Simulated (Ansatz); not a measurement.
The Ansatz input:

```
crystal:
  lattice:
    - [4.2144047896, 0.0, 0.0]
    - [0.0, 8.4288095792, 0.0]
    - [0.0, 0.0, 30.3936795114]
  atoms:
    - { symbol: P, position: [-0.0016401188, 0.2503770525, 0.2499522972] }
    - { symbol: P, position: [-0.001675399, 0.7506121693, 0.2489021682] }
    - { symbol: In, position: [0.4983272731, 0.7505375791, 0.2959665656] }
    - { symbol: In, position: [0.498361091, 0.2505196405, 0.2970666435] }
    - { symbol: P, position: [0.4982442414, -0.0013898623, 0.3486937923] }
    - { symbol: P, position: [0.4982458247, 0.5024720973, 0.3486947911] }
    - { symbol: In, position: [-0.001769223, 0.5057442515, 0.3953195043] }
    - { symbol: In, position: [-0.001770954, -0.0045152499, 0.3953091387] }
    - { symbol: P, position: [-0.0022774329, 0.7506624771, 0.4490919733] }
    - { symbol: P, position: [-0.0025769234, 0.2506059623, 0.4449045188] }
    - { symbol: In, position: [0.4971075178, 0.2505314647, 0.4951284577] }
    - { symbol: In, position: [0.4974007957, 0.7513805984, 0.500895542] }
basis:
  ecutwfc: 420
kpoints:
  mp_grid: { grid: [8, 4, 1] }
hamiltonian:
  xc: pbe
scf:
  occupations: { method: gaussian, width: 0.1 }
output:
  forces: true
  stress: true
  eigenvalues: true
  write_density: true
  write_potential: true
  elf: true
  volumetric_format: npy
efield:
  axis: 3
  dipole_correction: true
  ramp_width: 0.04
```

Run as:
```bash
ansatz run input.yaml --threads 8 --pin off --max-ram 20480MiB --backend cpu --events-out ev --progress --plain --runs-dir out
```

What does the potential across the slab give for the work function?

The work function is 4.37 eV at the right face and 6.10 eV at the left. The vacuum level is 1.73 eV higher at the left than at the right, so the slab carries a dipole along its normal; the ramp in the vacuum, at or near the edge of the plot, is the dipole correction that keeps each side flat. The outermost atoms are 7.7 Å apart, which leaves 22.7 Å of vacuum in a cell 30.4 Å high.

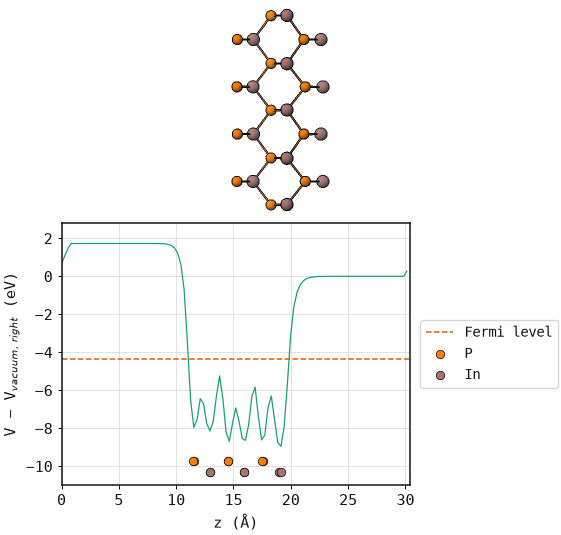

Plane-averaged electrostatic potential energy of an electron across the slab; circles at the bottom mark the heights of the atoms. The structure is drawn too.
